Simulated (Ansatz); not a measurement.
Band-structure calculation of Fe3Co (part 1 of 2)

Fe3Co (4 atoms in the cell), computed with DFT LDA, scalar-relativistic, plane waves, PAW, spin-polarised (Ansatz 0.2.0).

The structure was made by a generator, so it may or may not be a known phase. Figures and captions count atoms from 1; the log counts them from 0 in places.

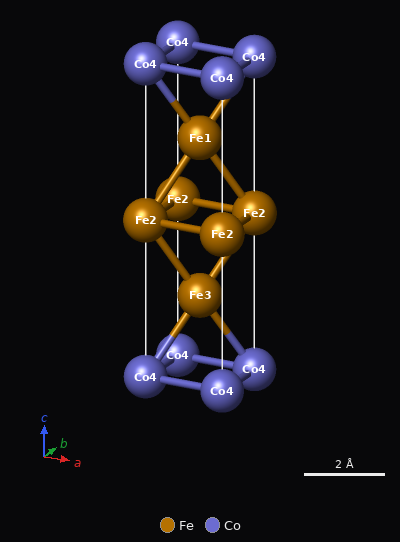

Figure 1. The structure as given in the input (ball-and-stick view of the cell of the calculation, seen slightly off an axis; atoms are numbered from 1 in the order of the input). Near neighbours in the crystal (not all of them lie inside the picture): Fe has 2 Co at 2.45 Å and 6 Fe at 2.47 to 2.48 Å; Fe has 8 Fe at 2.47 to 2.48 Å; Co has 4 Co at 2.47 Å and 4 Fe at 2.45 Å.

**Input file**
```yaml
crystal:
  lattice:
    - [1.4195740956, -2.0160433235, 0.0]
    - [1.4195740956, 2.0160433235, 0.0]
    - [0.0, 0.0, 8.0582923218]
  atoms:
    - { symbol: Fe, position: [0.5, 0.5, 0.7519052431], spin: 2.8 }
    - { symbol: Fe, position: [0.0, 0.0, 0.5], spin: 2.67 }
    - { symbol: Fe, position: [0.5, 0.5, 0.2480947569], spin: 2.8 }
    - { symbol: Co, position: [0.0, 0.0, 0.0], spin: 2.08 }
basis:
  ecutwfc: 420
kpoints:
  mp_grid: { grid: [20, 20, 6] }
  band_path:
    path:
      - [[0.0, 0.0, 0.0], [-0.5, 0.5, 0.0], [-0.37395282, 0.62604718, 0.0]]
      - [[0.37395282, 0.37395282, 0.0], [0.0, 0.0, 0.0], [0.0, 0.0, 0.5], [0.37395282, 0.37395282, 0.5]]
      - [[-0.37395282, 0.62604718, 0.5], [-0.5, 0.5, 0.5], [-0.5, 0.5, 0.0]]
      - [[0.0, 0.0, 0.0], [0.0, 0.5, 0.0], [0.0, 0.5, 0.5], [0.0, 0.0, 0.5], [-0.5, 0.5, 0.5]]
    npoints: 14
hamiltonian:
  xc: lda
scf:
  occupations: { method: gaussian, width: 0.1 }
  n_extra_bands: 10
output:
  forces: true
  stress: true
  eigenvalues: true
  populations: true
  dos: { projected: true, de: 0.02, nscf_kmesh: { grid: [24, 24, 8] } }
  bader: true
  write_density: true
  write_potential: true
  elf: true
  volumetric_format: npy
magnetization:
  spin_polarized: true
```

Machine: 4 threads of Intel Xeon (Granite Rapids), 176 GiB of memory available, shared host.

Run as:
```bash
ansatz run input.yaml --threads 4 --pin off --max-ram 8192MiB --backend cpu --events-out ev --progress --plain --runs-dir out
```

**Log**
```
Warning: the band count 43 (scf.n_extra_bands) hosts the net moment |M| = 10.3500 μB (N_el = 65) but caps the reachable moment at 2·n_bands − N_el = 21.0000 μB, below the 46 bands that the automatic rule leaves for it — a moment growing past the seed, or the majority channel's smearing tail, pins there with fewer empty majority states than that count leaves; raise or omit scf.n_extra_bands unless the cap is intended
scf.n_extra_bands = 10 over 33 filled bands (N_el = 65.0): the run solves 43 bands
Engine: ansatz 0.2.0, x86_64-unknown-linux-gnu
Pseudopotentials: kind: paw
Pseudopotential: Fe, paw, valence charge 16, recommended cutoff 420 eV (normal), Fe.paw.azcp
Pseudopotential: Co, paw, valence charge 17, recommended cutoff 420 eV (normal), Co.paw.azcp
Functional definition: SPW92
  exchange = slater_x
  correlation = pw_c
Crystal: 4 atoms, lattice volume = 46.124 Å³
Basis set: ecut = 420 eV, 905 PW (Γ)
Bands: 43, of which v1, the nominal top of the filled ones, is band 33 counted from 1 (32 counted from 0)
Symmetry: 8 space group operations
Space group: Cmmm (ITA 65), of the structure as read, at distance tolerance 3.6e-5 Å
Magnetic group: BNS 65.481 (UNI 579), of the structure as read, at distance tolerance 3.6e-5 Å
k-points: 444 of 2400
Non-local potential: Fe, projectors of the file, l = 0: 3, l = 1: 2, l = 2: 3, l = 3: 1
Non-local potential: Co, projectors of the file, l = 0: 3, l = 1: 2, l = 2: 3, l = 3: 1
PAW form: soft (Blöchl's): semilocal exchange-correlation on the pseudo side does not see the compensation charge
PAW frozen core: Fe, regenerated for the run's functional, and the local potential with it (the file was generated under x = pbe(κ = 0.804, μ = 0.2195149727645171), c = pbe(β = 0.06672455060314922))
PAW frozen core: Co, regenerated for the run's functional, and the local potential with it (the file was generated under x = pbe(κ = 0.804, μ = 0.2195149727645171), c = pbe(β = 0.06672455060314922))
PAW one-centre angular grid: Fe, 590 points (default); XC on 64 Gauss nodes
PAW one-centre angular grid: Co, 590 points (default); XC on 64 Gauss nodes
Initial density: superposition of atomic densities (chi_scale 0.1, normalization cell)
Starting moments: Σ|m| = 10.35 μB on 4 of 4 sites
Initial wavefunctions: pseudopotential atomic-orbital guess
Functional: x = slater, c = lda
SCF iter   1: F=—  HF=-18322.114998 eV  |F-HF|=—  |Δ(HF+E_count)|=         —  Δρ=8.07e-2 (↑8.07e-2 ↓7.41e-2)  dr2=5.42e0  dr2_m=6.04e-1  M=8.686 μB ∫|m|=8.777 μB  β_m=0.30  ethr=3.10e-3  ⟨swp⟩=5.1  Hψ=114135  notcnv=0
Mixer restart at iter 1: flushing history
preconditioner: auto → Kerker (q_TF=auto, 2.889 Å⁻¹)  [metal: Δε(μ)=0.001 eV  Ē_g=6.670 eV  σ=0.100 eV  W_gap=0.01  n_scr=18 (ndim 8)  ℏωp=31.4 eV  f_vac=0.000  D(μ)=3.71/eV (n_scr^D=46)]
spin=Collinear: Kerker preconditioning applied to the charge; magnetization (m = ρ↑ − ρ↓) channel mixes plain (no charge-response kernel on spin).
SCF iter   2: F=—  HF=-18320.256259 eV  |F-HF|=—  |Δ(HF+E_count)|=    1.86e0  Δρ=3.83e-2 (↑1.73e-2 ↓3.83e-2)  dr2=7.33e-1  dr2_m=1.80e-1  M=9.084 μB ∫|m|=9.231 μB  β_m=0.37  ethr=3.10e-3  ⟨swp⟩=2.2  Hψ=65623  notcnv=0  defer=1949
SCF iter   3: F=—  HF=-18321.063195 eV  |F-HF|=—  |Δ(HF+E_count)|=   8.07e-1  Δρ=1.53e-2 (↑1.44e-2 ↓1.53e-2)  dr2=1.08e-1  dr2_m=7.77e-2  M=9.174 μB ∫|m|=9.389 μB  β_m=0.59  ethr=1.13e-3  ⟨swp⟩=2.0  Hψ=47911  notcnv=0  defer=1949
SCF iter   4: F=—  HF=-18322.019708 eV  |F-HF|=—  |Δ(HF+E_count)|=   9.57e-1  Δρ=1.32e-2 (↑1.32e-2 ↓1.21e-2)  dr2=1.16e-1  dr2_m=2.43e-2  M=9.122 μB ∫|m|=9.395 μB  β_m=0.80  ethr=1.67e-4  ⟨swp⟩=2.1  Hψ=63656  notcnv=0  defer=1964
SCF iter   5: F=—  HF=-18322.199504 eV  |F-HF|=—  |Δ(HF+E_count)|=   1.80e-1  Δρ=1.19e-2 (↑1.19e-2 ↓2.61e-3)  dr2=6.54e-2  dr2_m=1.15e-2  M=9.115 μB ∫|m|=9.406 μB  β_m=0.65  ethr=1.67e-4  ⟨swp⟩=2.0  Hψ=78188  notcnv=0  defer=1992
SCF iter   6: F=—  HF=-18322.207597 eV  |F-HF|=—  |Δ(HF+E_count)|=   8.09e-3  Δρ=1.79e-3 (↑1.42e-3 ↓1.79e-3)  dr2=3.57e-3  dr2_m=2.34e-4  M=9.030 μB ∫|m|=9.323 μB  β_m=0.82  ethr=1.01e-4  ⟨swp⟩=2.2  Hψ=62823  notcnv=0  defer=2022
SCF iter   7: F=—  HF=-18322.208579 eV  |F-HF|=—  |Δ(HF+E_count)|=   9.81e-4  Δρ=1.03e-3 (↑8.30e-4 ↓1.03e-3)  dr2=7.43e-4  dr2_m=1.27e-4  M=9.041 μB ∫|m|=9.341 μB  β_m=0.87  ethr=5.49e-6  ⟨swp⟩=2.0  Hψ=51689  notcnv=0  defer=2021
SCF iter   8: F=—  HF=-18322.208734 eV  |F-HF|=—  |Δ(HF+E_count)|=   1.55e-4  Δρ=8.43e-4 (↑8.11e-4 ↓8.43e-4)  dr2=9.18e-4  dr2_m=5.66e-5  M=9.042 μB ∫|m|=9.342 μB  β_m=0.89  ethr=1.14e-6  ⟨swp⟩=1.2  Hψ=38598  notcnv=0  defer=2021
SCF iter   9: F=—  HF=-18322.208695 eV  |F-HF|=—  |Δ(HF+E_count)|=   3.88e-5  Δρ=6.11e-4 (↑6.11e-4 ↓3.74e-4)  dr2=4.07e-4  dr2_m=2.27e-5  M=9.040 μB ∫|m|=9.340 μB  β_m=0.69  ethr=1.14e-6  ⟨swp⟩=2.1  Hψ=49188  notcnv=0  defer=2021
SCF iter  10: F=—  HF=-18322.208649 eV  |F-HF|=—  |Δ(HF+E_count)|=   4.59e-5  Δρ=1.51e-4 (↑1.51e-4 ↓5.03e-5)  dr2=9.17e-6  dr2_m=1.54e-6  M=9.035 μB ∫|m|=9.335 μB  β_m=0.84  ethr=6.26e-7  ⟨swp⟩=2.0  Hψ=47861  notcnv=0  defer=2021
SCF iter  11: F=—  HF=-18322.208656 eV  |F-HF|=—  |Δ(HF+E_count)|=   7.24e-6  Δρ=3.23e-5 (↑3.23e-5 ↓2.96e-5)  dr2=5.82e-7  dr2_m=2.06e-7  M=9.036 μB ∫|m|=9.335 μB  β_m=0.92  ethr=1.41e-8  ⟨swp⟩=2.0  Hψ=52041  notcnv=0  defer=2021
SCF iter  12: F=—  HF=-18322.208656 eV  |F-HF|=—  |Δ(HF+E_count)|=   1.10e-7  Δρ=7.77e-6 (↑7.77e-6 ↓7.55e-6)  dr2=9.07e-8  dr2_m=2.39e-9  M=9.036 μB ∫|m|=9.335 μB  β_m=0.94  ethr=8.96e-10  ⟨swp⟩=2.0  Hψ=66081  notcnv=0  defer=2021
SCF iter  13: F=—  HF=-18322.208656 eV  |F-HF|=—  |Δ(HF+E_count)|=  2.18e-11  Δρ=9.55e-6 (↑8.75e-6 ↓9.55e-6)  dr2=8.90e-8  dr2_m=6.48e-9  M=9.036 μB ∫|m|=9.335 μB  β_m=0.72  ethr=1.39e-10  ⟨swp⟩=2.0  Hψ=63921  notcnv=0  defer=2021
SCF iter  14: F=-18322.208656 eV  HF=-18322.208656 eV  |F-HF|=6.90e-8  |Δ(HF+E_count)|=   9.26e-9  Δρ=8.60e-6 (↑3.97e-6 ↓8.60e-6)  dr2=7.49e-8  dr2_m=4.81e-9  M=9.036 μB ∫|m|=9.335 μB  ethr=1.37e-10  ⟨swp⟩=9.7  Hψ=229249  notcnv=0
SCF 1 converged in 14 iterations: F = -18322.208656 eV  dr2 = 7.49e-8
  greatest PAW one-centre occupation: 1.003 electrons in one spin orbital (limit 2), on the Fe atom at site 2 (counted from 0), in its partial waves of l = 1
```

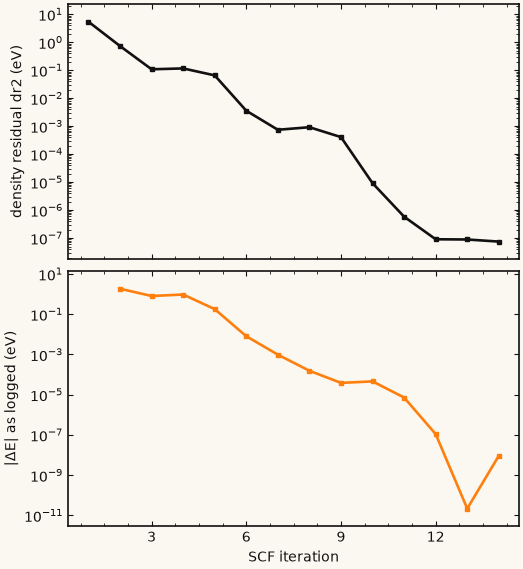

Figure 2. Convergence of the self-consistent field: density residual dr2 and size of the energy change against the SCF iteration. The residual falls almost steadily, with no more than small rises.

```
NSCF: frozen V_eff on 158 k-points
NSCF: frozen V_eff on 785 k-points
SCF converged after 14 iterations
Magnetization: 9.0357 μB (37.0178 up, 27.9822 down)
Absolute magnetization: 9.3356 μB (∫|ρ↑−ρ↓|, with the PAW one-centre terms)
Spin contamination: 0.1098 ħ² per cell (⟨S²⟩ above its minimum at these occupations)
Per-site moments (μB) at R_I (Å): [(2.4673126192249475, 1.011430444720774), (2.3451484625889147, 1.0170966330683806), (2.4673126192249475, 1.0114304447207738), (1.8273152040792817, 1.0114304447207738)]
Free energy (F): -18322.208656 eV
Harris-Foulkes:  -18322.208656 eV  (|F-HF|=6.90e-8)
Internal energy: -18322.191880 eV  (E = F + TS)
E sigma→0 (E₀):  -18322.200268 eV
Entropy (-TS):   -0.016777 eV (-4.194 meV/atom)
Fermi energy:    17.744377 eV
--- Per-component energies (eV) ---
  E_band       = -923.557474
  E_kinetic    = 1502.749679
  E_local      = -9209.813215  (includes V_loc(G=0)·N_el)
  E_nonlocal   = 1129.476664
  E_hartree    = 3848.469449
  E_xc         = -507.438763
  E_vxc        = -657.341600  (∫ρ·V_xc dr)
  E_paw        = -5370.125929  (= ΣΔE_a)
  E_vpaw       = -1385.570467  (= ΣTr[D̂ρ^β])
  E_aug_tail   = 0.002033  (compensation charges beyond the density's cutoff)
  E_ewald      = -9717.134654
  E_core_change = 1.622858  (= ΣΔE_core)
  E_smearing   = -0.016777  (= −TS)
  E_closure    = -0.000000  (closes the sum)
  Σ components = -18322.208656   (vs F -18322.208656, Δ=0.00e0)
--- Forces (eV/Å), atoms counted from 1 ---
  atom   1  Fe     0.00000000     0.00000000    -0.01136820
  atom   2  Fe    -0.00000000     0.00000000     0.00000000
  atom   3  Fe     0.00000000     0.00000000     0.01136820
  atom   4  Co     0.00000000     0.00000000     0.00000000
  max |Σ_I F_I| component: 1.73e-18 eV/Å
--- Stress (GPa, compression-positive) ---
      -17.726764       0.000000       0.000000
        0.000000     -17.341416       0.000000
        0.000000       0.000000     -17.463164
  P = ⅓ Tr σ = -17.5104 GPa (-175.104 kbar)
--- Band table (eV; the first three rows and the last of 888) ---
  k-point 0 ↑: bands = ["-77.8019", "-69.6943", "-69.6908", "-69.5057", "-41.4267", "-41.3688", "-41.3403", "-36.2150", "-36.1530", "-35.9816", "-35.9711", "-35.8837", "-35.8837", "-35.8682", "-35.7884", "-35.7292", "8.9787", "11.2223", "11.2773", "12.6481", "14.0757", "14.6362", "14.7227", "14.9156", "15.0973", "15.1151", "15.2347", "15.2547", "15.9075", "16.0008", "16.2970", "16.4050", "16.4431", "16.5880", "16.6550", "16.6613", "16.6706", "16.8693", "17.8141", "17.8657", "24.4723", "32.8145", "32.9315"]
  k-point 1 ↑: bands = ["-77.8019", "-69.6943", "-69.6908", "-69.5057", "-41.4267", "-41.3688", "-41.3403", "-36.2158", "-36.1520", "-35.9817", "-35.9709", "-35.8837", "-35.8837", "-35.8684", "-35.7884", "-35.7292", "9.0479", "10.6487", "11.8209", "12.6455", "14.0848", "14.5589", "14.8049", "14.9436", "15.1456", "15.1640", "15.2406", "15.2565", "15.9078", "16.0008", "16.0548", "16.4191", "16.5709", "16.6490", "16.6591", "16.6733", "16.7032", "16.8688", "17.5861", "17.7647", "24.8911", "30.9641", "34.8160"]
```
